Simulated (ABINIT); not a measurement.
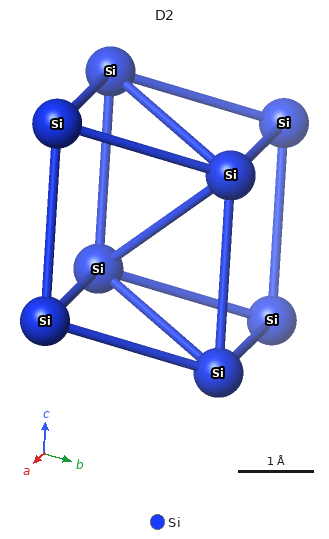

Crystalline Si (set up in I4/mmm), relaxed (cell and atoms) with several dispersion corrections. The picture shows the result with D2. A ball-and-stick model of the cell of the calculation, seen slightly off an axis.

Computed with ABINIT 10.8.3: PBE, JTH PAW PBE v2.0. (plane-wave cutoff 408.2 eV; k-point mesh 13 × 13 × 13; occupations fermi-dirac; smearing width 0.05 eV; no spin polarisation)

```json
{"dispersion correction": "D2", "volume (Å³/atom)": "14.103", "a (Å)": "2.674"}
{"dispersion correction": "D3(BJ)", "volume (Å³/atom)": "?", "a (Å)": "?"}
{"dispersion correction": "D3", "volume (Å³/atom)": "14.166", "a (Å)": "2.675"}
{"dispersion correction": "none", "volume (Å³/atom)": "14.530", "a (Å)": "2.697"}
```

Q: Fill in the missing row.

A: With D3(BJ) the volume is the smallest of the series, below D2 (14.103). The calculation gives 13.787 Å³/atom (a = 2.651 Å). In order of volume: D3(BJ) < D2 < D3 < none; the spread is 5.4 %.

Each member starts from this one structure; whether another phase lies lower wasn't checked.
